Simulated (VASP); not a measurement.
```
As
1.0
     2.70368    0.00000    0.00000
     0.00000    2.70368    0.00000
     0.00000    0.00000    2.56850
As
1
Direct
  0.50000 0.50000 0.50000
```

Space group P4/mmm; a structure from a database of computed crystals, not necessarily the ambient phase; changed on purpose from its base cell (strain +0.000 along x and y, -0.050 along z, atoms carried along); computed pressure about 8 GPa in this cell.

Computed with VASP, Kohn-Sham DFT of a periodic cell, PBE, VASP PAW PBE potentials, recommended.

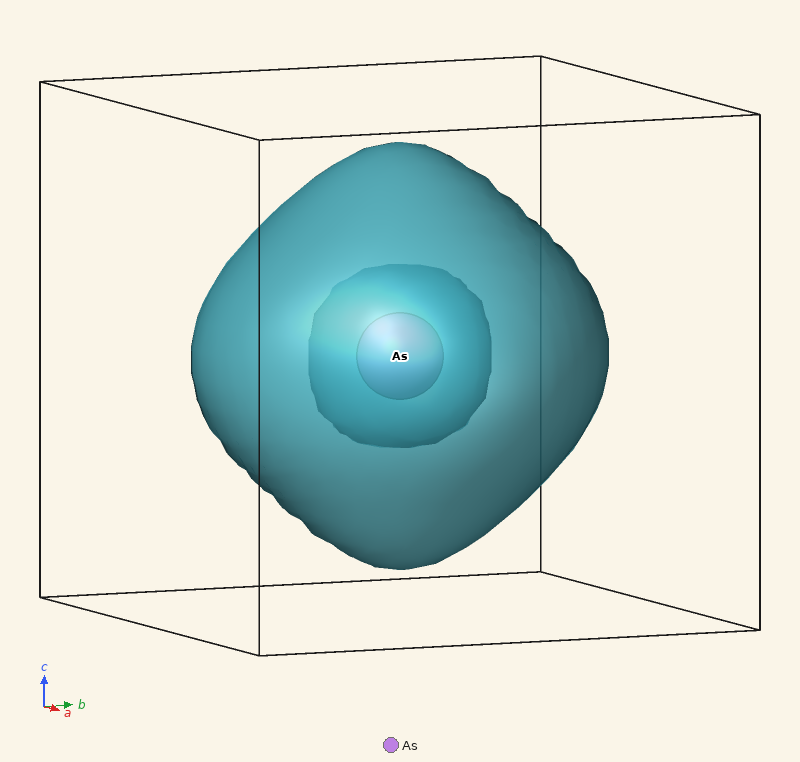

As. Isosurface of the electron localisation function at 0.75 (cyan), seen slightly off an axis. Core shells and regions of very low density are left out.

In a PAW calculation such maps are meaningful between the atoms, not at the nuclei.

Identify the bonds, lone pairs and shells in this picture.

Answer. The surface consists of one region wrapped around As (its valence shell), counted in one cell of 1 atoms. Any copies at cell faces, edges or corners count once. Along the contacts the grid gives the following. As–As (2.57 Å): the ELF peaks at about 0.85 between the atoms. As–As (2.70 Å): the ELF is about 0.65 at the midpoint.
